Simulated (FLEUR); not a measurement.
## Nd: 5 runs along one coordinate

System: Nd (Fm-3m, 1 atom in the cell).
Method: Kohn-Sham DFT of a periodic cell, LDA, all-electron, no spin polarisation (FLEUR MaX-R8.1 (later development tree)).

The 5 runs differ only in the geometry, by an even scaling of the cell at fixed fractional positions. The structure derives from a Materials Project entry.

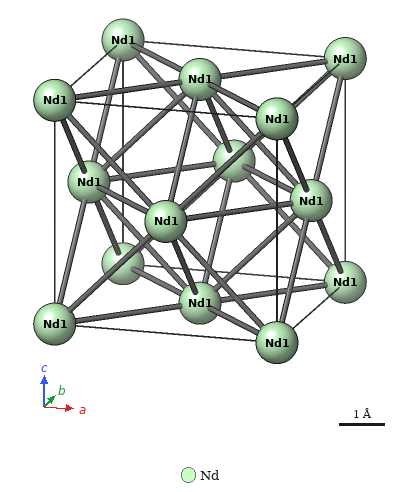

Figure 1. The structure of run 3 (ball-and-stick view of the cell 4 times as large as that of the calculation, set on its symmetry axes, seen slightly off an axis; atoms are numbered from 1 in the order of the input).

**Input of run 3**
```
<?xml version="1.0" encoding="UTF-8" standalone="no"?>
<fleurInput fleurInputVersion="0.39">
   <comment>
      Nd                                                                                                  
   </comment>
   <calculationSetup>
      <cutoffs Kmax="4.6" Gmax="14.3" GmaxXC="14.3" numbands="0"/>
      <scfLoop itmax="60" minDistance="0.00001" maxIterBroyd="15" imix="Anderson" alpha="0.05" precondParam="0.0" spinf="2.0" sdNocoIR="T"/>
      <coreElectrons ctail="T" frcor="F" kcrel="0" coretail_lmax="0"/>
      <xcFunctional name="vwn" relativisticCorrections="F"/>
      <magnetism jspins="1"/>
      <soc l_soc="F" theta="0.0" phi="0.0" spav="F"/>
      <expertModes spex="0" secvar="F"/>
      <geometryOptimization l_f="F" forcealpha="1.0" forcemix="BFGS" epsdisp="0.00001" epsforce="0.00001"/>
      <ldaU l_linMix="F" mixParam="0.05" spinf="1.0"/>
   </calculationSetup>
   <cell>
      <bzIntegration valenceElectrons="14.0" mode="hist" fermiSmearingEnergy="0.00183747">
         <kPointListSelection listName="default-1"/>
         <!-- k-points included here -->
         <xi:include xmlns:xi="http://www.w3.org/2001/XInclude" href="kpts.xml"> </xi:include>
      </bzIntegration>
      <!-- symmetry operations included here -->
      <xi:include xmlns:xi="http://www.w3.org/2001/XInclude" href="sym.xml"> </xi:include>
      <bulkLattice scale="1.0000000000">
         <bravaisMatrix>
            <row-1>    0.0000000000000000     4.9225862283815687     4.9225862283815687</row-1>
            <row-2>    4.9225862283815687     0.0000000000000000     4.9225862283815687</row-2>
            <row-3>    4.9225862283815687     4.9225862283815687     0.0000000000000000</row-3>
         </bravaisMatrix>
      </bulkLattice>
   </cell>
   <atomSpecies>
      <species name="Neodymium (Nd)" element="Nd" atomicNumber="60">
         <mtSphere radius="2.66" gridPoints="879" logIncrement="0.015"/>
         <atomicCutoffs lmax="11" lnonsphr="8"/>
         <electronConfig flipSpins="F">
            <coreConfig>(1s1/2) (2s1/2) (2p1/2) (2p3/2) (3s1/2) (3p1/2) (3p3/2) (4s1/2) (3d3/2) (3d5/2) (4p1/2) (4p3/2) (4d3/2) (4d5/2)</coreConfig>
            <valenceConfig>(5s1/2) (5p1/2) (5p3/2) (6s1/2) (4f5/2) (4f7/2)</valenceConfig>
            <stateOccupation state="(4f5/2)" spinUp="0.857143" spinDown="0.857143"/>
            <stateOccupation state="(4f7/2)" spinUp="1.142857" spinDown="1.142857"/>
         </electronConfig>
         <energyParameters s="6" p="5" d="5" f="4"/>
         <lo type="SCLO" l="0" n="5" eDeriv="0"/>
         <lo type="HELO" l="1" n="6" eDeriv="0"/>
         <lo type="HELO" l="1" n="6" eDeriv="1"/>
         <lo type="SCLO" l="2" n="5" eDeriv="2"/>
         <lo type="SCLO" l="3" n="4" eDeriv="2"/>
      </species>
   </atomSpecies>
   <atomGroups>
      <atomGroup species="Neodymium (Nd)">
         <relPos label="                   1">.0000000000 .0000000000 .0000000000</relPos>
         <force calculate="T" relaxXYZ="TTT"/>
      </atomGroup>
   </atomGroups>
   <output dos="F" band="F" slice="F">
      <checks vchk="F" cdinf="F"/>
      <bandDOS minEnergy="-.5*Htr" maxEnergy="0.5*Htr" sigma="0.015" storeEVData="T"/>
      <vacuumDOS vacdos="F" integ="F" star="F" nstars="0" locx1="0.0" locy1="0.0" locx2="0.0" locy2="0.0" nstm="0" tworkf="0.0"/>
      <unfoldingBand unfoldBand="F" supercellX="1" supercellY="1" supercellZ="1"/>
      <plotting iplot="0" polar="F">
         <plot TwoD="T" vec1="  1.0  0.0  0.0" vec2="  0.0  1.0  0.0" vec3="  0.0  0.0  1.0" zero="  0.0  0.0  0.0" file="plot"/>
      </plotting>
      <chargeDensitySlicing numkpt="0" minEigenval="0.0" maxEigenval="0.0" nnne="0" pallst="F"/>
      <specialOutput eonly="F"/>
      <moessbauerParams electricFieldGradient="T" isomerShift="T" coreHyperfine="T" valenceHyperfine="T"/>
      <magneticCircularDichroism mcd="F" energyLo="-10.0" energyUp="0.0"/>
   </output>
  <!-- We include the file relax.xml here to enable relaxations (see documentation) -->
  <xi:include xmlns:xi="http://www.w3.org/2001/XInclude" href="relax.xml"> <xi:fallback/> </xi:include>
</fleurInput>
```

Command:
```bash
inpgen -f crystal.txt -profile fastHighL; fleur_MPI
```

Lattice vectors (Å) and fractional positions of run 3:
```
   0.000000    2.604920    2.604920
   2.604920    0.000000    2.604920
   2.604920    2.604920    0.000000
Nd  0.000000  0.000000  0.000000
```

Run 4 has the same physical settings and fractional positions; its lattice vectors (Å) are:
```
   0.000000    2.639200    2.639200
   2.639200    0.000000    2.639200
   2.639200    2.639200    0.000000
```

**Results, with one run withheld**

| run | volume per atom (Å³) | free energy per atom, from the lowest run given (meV) |
| --- | --- | --- |
| 1 | 33.231 | 0.00 |
| 2 | 33.938 | 47.21 |
| 3 | 35.352 | 140.82 |
| 4 | 36.766 | ? |
| 5 | 37.473 | 278.76 |

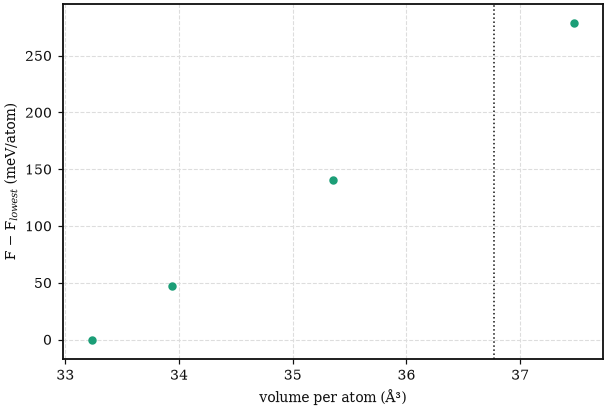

Figure 2. Free energy per atom of the runs given; the dotted line marks run 4.

Fit the runs given and predict run 4.

A quadratic polynomial in V^(−2/3) (the Birch–Murnaghan form), fitted to the 4 runs given, misses them by at most 0.01 meV per atom. With x = V^(−2/3) − 0.09357 Å⁻², it reads F = 113.52 − 36998 x + 3.9954e+05 x² (meV per atom). At run 4 it gives 233.17 meV per atom, and the run itself gives 233.14. The fit has no minimum inside this range.

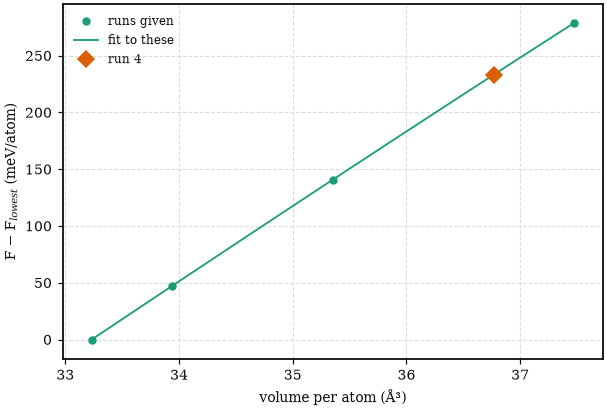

Figure 3. The fit and the withheld run.

**Output (run 4)**
```
Welcome to FLEUR        (www.flapw.de)
      MaX-Release 8.1          (www.max-centre.eu)

 ========== k-point set info ==========
 Selected k-point list: default-1
 k-point list type: mesh
 11 x 11 x 11
 Number of k points: 56

 ------------Calculation Setup---------------------------
 Number of MPI-tasks      :            1
 Number of PE/node        :            1
 Number of OMP-threads    :            1
 Most efficient MPI parallelization for:
           1           2           4           7           8          14          28          56
 Additional eigenvalue parallelization possible
 Number of basis functions:          455
 Approximate size of matrices (H+S) per k-point:         0.003 GB
 --------------------------------------------------------

 Iteration:     1   Distance:      72.94568830 me/bohr^3

 Iteration:     2   Distance:      42.70395547 me/bohr^3

 Iteration:     3   Distance:      43.42816155 me/bohr^3

 Iteration:     4   Distance:      22.46854629 me/bohr^3

 Iteration:     5   Distance:      38.50057859 me/bohr^3

 Iteration:     6   Distance:       4.01753740 me/bohr^3

 Iteration:     7   Distance:       4.86373273 me/bohr^3

 Iteration:     8   Distance:       1.93768062 me/bohr^3

 Iteration:     9   Distance:       1.50139030 me/bohr^3

 Iteration:    10   Distance:       1.10289189 me/bohr^3

 Iteration:    11   Distance:       0.39182852 me/bohr^3

 Iteration:    12   Distance:       0.19573755 me/bohr^3

 Iteration:    13   Distance:       0.08128241 me/bohr^3

 Iteration:    14   Distance:       0.05479067 me/bohr^3

 Iteration:    15   Distance:       0.01402042 me/bohr^3

 Iteration:    16   Distance:       0.00582570 me/bohr^3

 Iteration:    17   Distance:       0.00522174 me/bohr^3

 Iteration:    18   Distance:       0.00108328 me/bohr^3

 Iteration:    19   Distance:       0.00012594 me/bohr^3

 Iteration:    20   Distance:       0.00005793 me/bohr^3

 Iteration:    21   Distance:       0.00010524 me/bohr^3

 Iteration:    22   Distance:       0.00000742 me/bohr^3

 ********************************************************************
 Run finished successfully
 Stop message:
   all done
 ********************************************************************
```

Notes: Settings chosen away from the usual ones: volume scaled by 1.0. The f shell of Nd is treated without spin polarisation, U or localised f states, so volume, moduli and energies can differ much from those of the real material.
